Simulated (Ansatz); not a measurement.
Input file:

```
crystal:
  lattice:
    - [0.0, 7.2086095624, 5.2639672426]
    - [7.2086095624, 0.0, -5.2639672426]
    - [-7.2086095624, 0.0, -5.2639672426]
  atoms:
    - { symbol: Hf, position: [0.25, 0.25, 0.5] }
    - { symbol: Hf, position: [0.75, 0.0, 0.25] }
    - { symbol: Hf, position: [0.25, 0.5, 0.25] }
    - { symbol: Hf, position: [0.25, 0.0, 0.75] }
    - { symbol: Hf, position: [0.75, 0.75, 0.5] }
    - { symbol: Hf, position: [0.75, 0.25, 0.0] }
    - { symbol: Hf, position: [0.25, 0.75, 0.0] }
    - { symbol: Hf, position: [0.75, 0.5, 0.75] }
    - { symbol: Hf, position: [0.5, 0.25, 0.25] }
    - { symbol: Hf, position: [0.0, 0.0, 0.0] }
    - { symbol: Hf, position: [0.5, 0.5, 0.0] }
    - { symbol: Hf, position: [0.5, 0.0, 0.5] }
    - { symbol: Hf, position: [0.0, 0.75, 0.25] }
    - { symbol: Hf, position: [0.0, 0.25, 0.75] }
    - { symbol: Hf, position: [0.5, 0.75, 0.75] }
    - { symbol: Hf, position: [0.0, 0.5, 0.5] }
    - { symbol: O, position: [0.25, 0.0283739519, 0.5283739519] }
    - { symbol: O, position: [0.75, 0.7783739519, 0.2783739519] }
    - { symbol: O, position: [0.25, 0.2783739519, 0.2783739519] }
    - { symbol: O, position: [0.25, 0.7783739519, 0.7783739519] }
    - { symbol: O, position: [0.75, 0.5283739519, 0.5283739519] }
    - { symbol: O, position: [0.75, 0.0283739519, 0.0283739519] }
    - { symbol: O, position: [0.25, 0.5283739519, 0.0283739519] }
    - { symbol: O, position: [0.75, 0.2783739519, 0.7783739519] }
    - { symbol: O, position: [0.5, 0.2216260481, 0.4716260481] }
    - { symbol: O, position: [0.0, 0.9716260481, 0.2216260481] }
    - { symbol: O, position: [0.5, 0.4716260481, 0.2216260481] }
    - { symbol: O, position: [0.5, 0.9716260481, 0.7216260481] }
    - { symbol: O, position: [0.0, 0.7216260481, 0.4716260481] }
    - { symbol: O, position: [0.0, 0.2216260481, 0.9716260481] }
    - { symbol: O, position: [0.5, 0.7216260481, 0.9716260481] }
    - { symbol: O, position: [0.0, 0.4716260481, 0.7216260481] }
    - { symbol: O, position: [0.5, 0.4716260481, 0.7216260481] }
    - { symbol: O, position: [0.0, 0.2216260481, 0.4716260481] }
    - { symbol: O, position: [0.5, 0.7216260481, 0.4716260481] }
    - { symbol: O, position: [0.5, 0.2216260481, 0.9716260481] }
    - { symbol: O, position: [0.0, 0.9716260481, 0.7216260481] }
    - { symbol: O, position: [0.0, 0.4716260481, 0.2216260481] }
    - { symbol: O, position: [0.5, 0.9716260481, 0.2216260481] }
    - { symbol: O, position: [0.0, 0.7216260481, 0.9716260481] }
    - { symbol: O, position: [0.25, 0.2783739519, 0.7783739519] }
    - { symbol: O, position: [0.75, 0.0283739519, 0.5283739519] }
    - { symbol: O, position: [0.25, 0.5283739519, 0.5283739519] }
    - { symbol: O, position: [0.25, 0.0283739519, 0.0283739519] }
    - { symbol: O, position: [0.75, 0.7783739519, 0.7783739519] }
    - { symbol: O, position: [0.75, 0.2783739519, 0.2783739519] }
    - { symbol: O, position: [0.25, 0.7783739519, 0.2783739519] }
    - { symbol: O, position: [0.75, 0.5283739519, 0.0283739519] }
basis:
  ecutwfc: 420
  xc_grid: 2
kpoints:
  mp_grid: { grid: [2, 2, 2], shift: [0.5, 0.5, 0.5] }
hamiltonian:
  xc: pbe
scf:
  occupations: { method: gaussian, width: 0.01 }
output:
  forces: true
  stress: true
  eigenvalues: true
  write_density: true
  write_potential: true
  elf: true
  volumetric_format: npy
```

Command:

```sh
ansatz run input.yaml --threads 4 --pin off --max-ram 10240MiB --backend cpu --events-out ev --progress --plain --runs-dir out
```

Space group P4₂/nmc; a structure from a database of computed crystals, not necessarily the ambient phase.

Level of theory: Ansatz, DFT PBE, scalar-relativistic, plane waves, PAW.

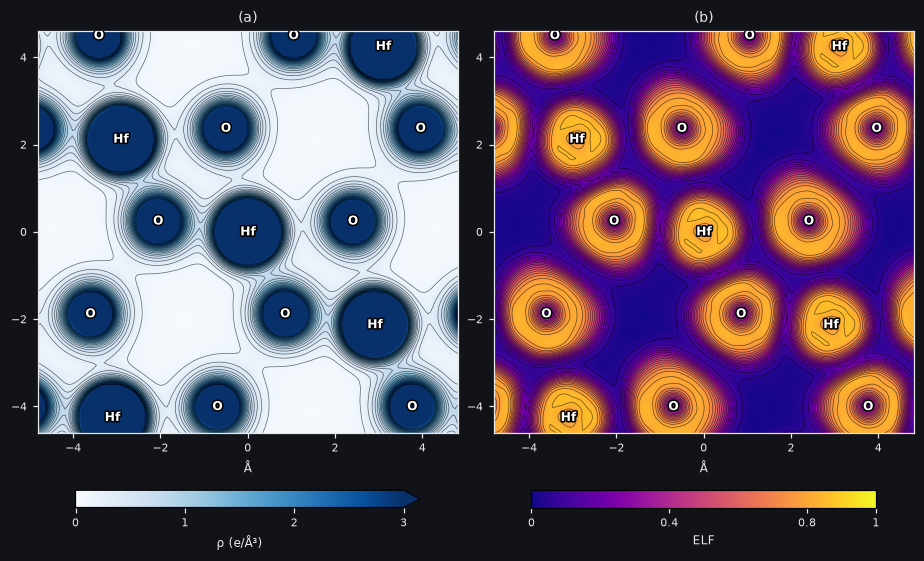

HfO2. (a) valence electron density; (b) electron localisation function on the (100) plane of the calculation cell.

In a PAW calculation such maps are meaningful between the atoms, not at the nuclei.

Read the bonding off the picture.

Answer.
- The section cuts through Hf and O sites.
- Hf–O (2.07 Å): ρ is about 0.81 e/Å³ halfway; the ELF peaks at about 0.85 in the valence shell of O, 0.6 Å from its nucleus, and drops to about 0.20 between the two atoms (no localised pair shows between them).
- Between the atoms the lowest density in this plane is 0.02 e/Å³.
- The features right at Hf lie inside the PAW spheres, where the map follows smoothed inner orbitals and isn't to be read closely.
